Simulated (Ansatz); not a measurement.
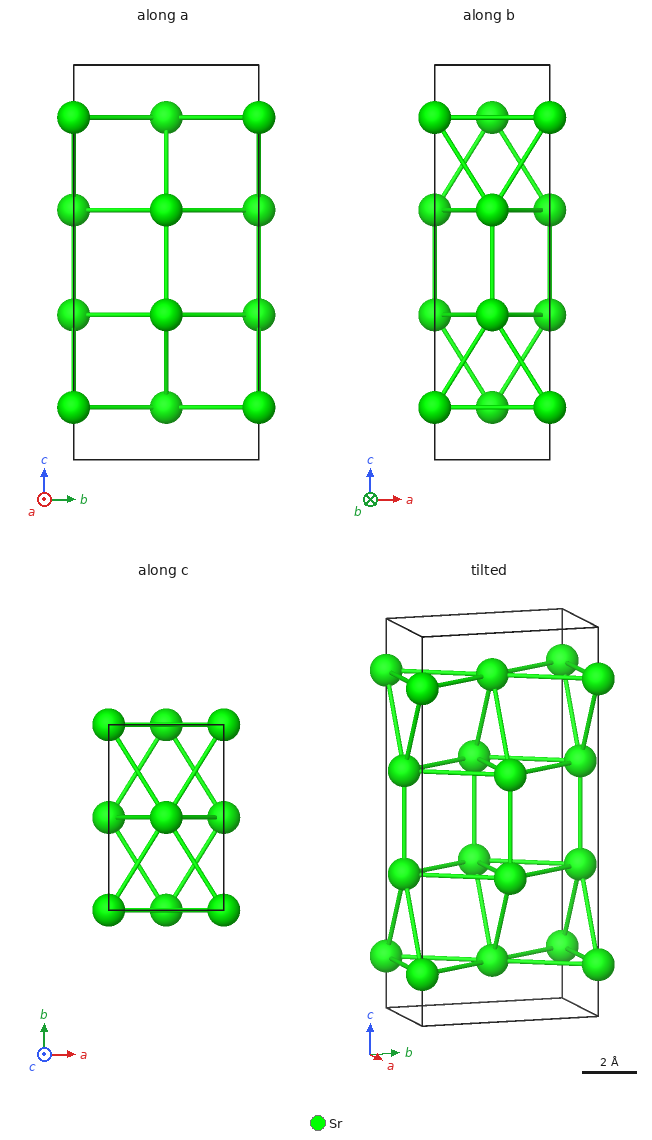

Ball-and-stick representation of a periodic structure, projected along the a axis, along the b axis, along the c axis and slightly off an axis. Atoms at the boundary of the conventional unit cell (the box) are drawn once for each face, edge or corner they touch.

Lattice parameters: a = 4.3304 Å, b = 6.9708 Å, c = 14.8518 Å, α = 90.000°, β = 90.000°, γ = 90.000°.

Write down what is shown as a CIF with its space group and independent sites, with free fractional coordinates to two decimals.

```cif
data_structure
_symmetry_space_group_name_H-M 'F m m m'
_symmetry_Int_Tables_number 69
_cell_length_a 4.3304
_cell_length_b 6.9708
_cell_length_c 14.8518
_cell_angle_alpha 90.000
_cell_angle_beta 90.000
_cell_angle_gamma 90.000
_cell_volume 448.31
loop_
_atom_site_label
_atom_site_type_symbol
_atom_site_symmetry_multiplicity
_atom_site_Wyckoff_symbol
_atom_site_fract_x
_atom_site_fract_y
_atom_site_fract_z
_atom_site_occupancy
Sr1 Sr 8 i 0.00 0.00 0.13 1
```

Starting structure: a structure type filled with this element by a generator (whether the element takes this form wasn't checked). The picture shows the end point of a geometry optimisation with DFT PBE, scalar-relativistic, plane waves, PAW in Ansatz.
